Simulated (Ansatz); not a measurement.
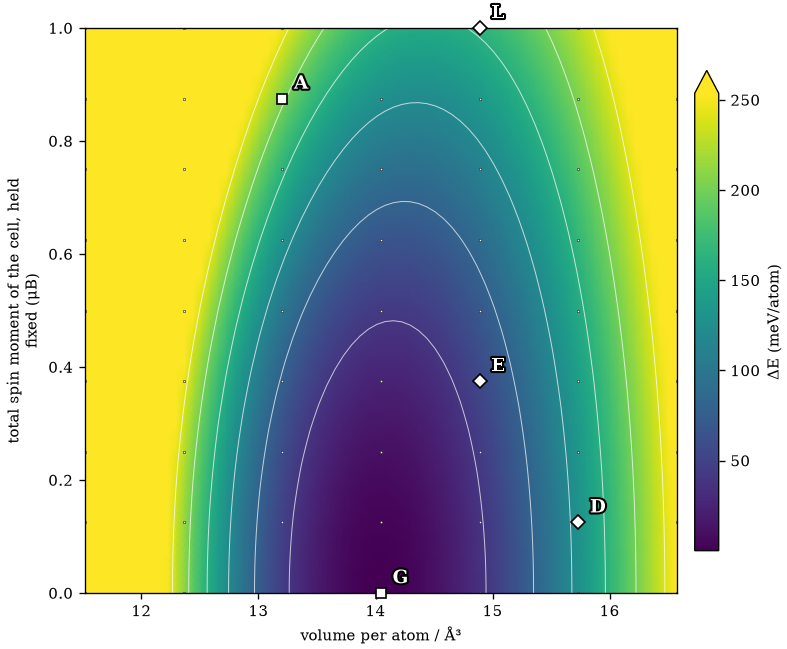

Rh (Fm-3m, No. 225; 1 atom in the cell). The energy is mapped over volume and a fixed ferromagnetic moment. The first coordinate is: volume per atom; the second: total spin moment of the cell, held fixed. Nothing is relaxed (shape and fractional coordinates fixed). The grid has 7 × 9 points. Points are written as (first, second). Energies: meV/atom, counted from the lowest grid point. The moment is held fixed and parallel; antiferromagnetic orders weren't tried. Computed with DFT PBE, scalar-relativistic, plane waves, PAW in Ansatz. Settings: cutoff 420 eV, k-mesh 22×22×22, gaussian smearing 0.15 eV.

Drawn: a smooth colour map with a few white contour lines, dots at the grid points, one colour for all values above the top of the scale, lettered points. Between grid points the surface is interpolated.

**What kind of point is each of A, D, E: minimum, saddle, maximum or slope?**

A: on a slope; D: on a slope; E: on a slope. (In these two coordinates alone; a stationary point may lie a little off the grid point.)

**Rank the lettered points by energy, lowest first.**

G (0 meV/atom), E (55 meV/atom), D (129 meV/atom), L (164 meV/atom), A (205 meV/atom).

PAW datasets: the set soft_1.
